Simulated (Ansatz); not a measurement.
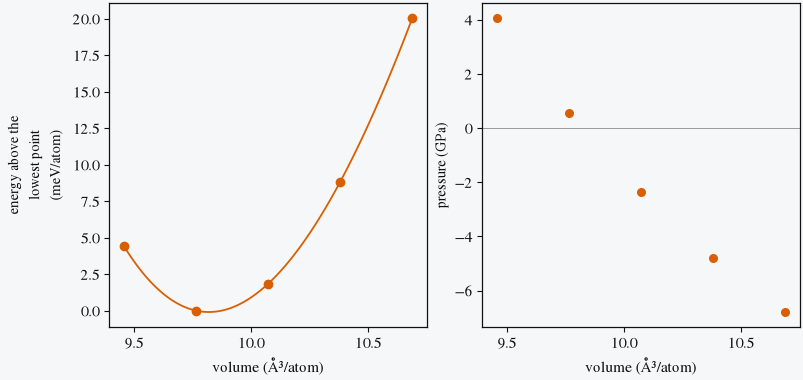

**Figure.** Energy above the lowest point and pressure against volume for O₂F, space group Fm-3m (No. 225) (one of a set of cubic test structures, which need not be the stable phase).

A third-order Birch–Murnaghan fit gives V0 = 9.82 Å³/atom, B0 = 99.8 GPa and B′ = 5.2. The energy above the lowest point is 4.4 meV/atom at volume 9.46 Å³/atom and 20.0 meV/atom at 10.69 Å³/atom; the lowest computed point is at volume 9.76 Å³/atom (0.0 meV/atom), and no other minimum shows. The pressure falls from 4.1 GPa at volume 9.46 Å³/atom to −6.8 GPa at 10.69 Å³/atom, and changes sign near 9.82 Å³/atom.

Computed with Ansatz 0.2.0 development build: equation of state of a cubic crystal from periodic Kohn-Sham density functional theory without spin, third-order Birch-Murnaghan fit to the free energies; pressure corrected for the finite basis. Level: r2SCAN.

- structure type: fluorite
- atoms in cell: 3
- space group number: 225
- lattice centring: face-centred primitive
- k mesh: 12×12×12
- occupation method: Fermi–Dirac
- occupation width: 0.1 eV
- wave cutoff: 500 eV
- datasets: soft-1 PAW
- density tolerance: 1e−07 eV
- bands: 14
- density cutoff ratio: 4
- search for lower states: default

Caveats: cubic model structure, not the ambient form; no spin polarisation, a magnetic state may lie lower.

One of the inputs:
```
crystal:
  lattice:
    - [0.0, 2.472160997508, 2.472160997508]
    - [2.472160997508, 0.0, 2.472160997508]
    - [2.472160997508, 2.472160997508, 0.0]
  atoms:
    - { symbol: F, position: [0, 0, 0] }
    - { symbol: O, position: [0.25, 0.25, 0.25] }
    - { symbol: O, position: [0.75, 0.75, 0.75] }
kpoints:
  mp_grid: { grid: [12, 12, 12] }
hamiltonian:
  xc: r2scan
  pseudopotentials: { kind: paw }
scf:
  occupations: { method: fermi_dirac, width: 0.1 }
output:
  forces: true
  stress: true
```

Run as:
```bash
ansatz run input.yaml --threads 1
```
